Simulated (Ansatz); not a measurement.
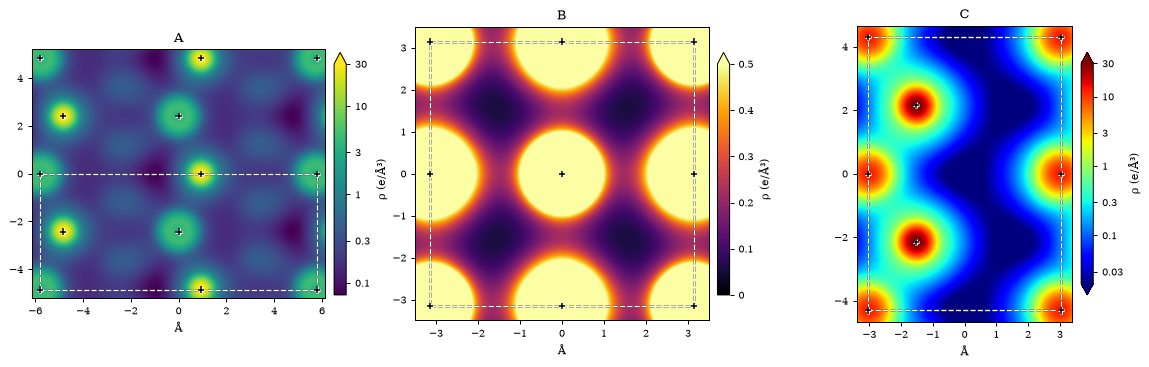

The valence electron density of 3 systems, each on a plane through atoms (crosses mark nuclei in the plane).

Method: Ansatz, DFT PBEsol, scalar-relativistic, plane waves, PAW.

System 1: TaAs, the (110) plane of the conventional cell. Space group I4₁md; a structure from a database of computed crystals, not necessarily the ambient phase.

System 2: InAs, the (101) plane of the conventional cell. Space group F-43m; a generated structure, not necessarily the stable one.

System 3: SnTe, the (010) plane of the conventional cell. Space group Fm-3m.

```xyz
8
Lattice="6.2880 0.0000 0.0000 0.0000 6.2880 0.0000 0.0000 0.0000 6.2880" Properties=species:S:1:pos:R:3 pbc="T T T"
Sn    0.0000    0.0000    0.0000
Sn    3.1440    3.1440    0.0000
Sn    3.1440    0.0000    3.1440
Sn    0.0000    3.1440    3.1440
Te    3.1440    0.0000    0.0000
Te    0.0000    3.1440    0.0000
Te    0.0000    0.0000    3.1440
Te    3.1440    3.1440    3.1440
```

Question: Which map belongs to which system?

Answer: Panel A is system 1, TaAs: the plane holds Ta and As. Ta–As (2.60 Å): ρ is about 0.43 e/Å³ halfway. Panel B is system 3, SnTe: the plane holds Sn and Te. Sn–Te (3.14 Å): ρ at the midpoint is about 0.23 e/Å³. Panel C is system 2, InAs: the plane holds In and As. In–As (2.64 Å): ρ is about 0.41 e/Å³ halfway.
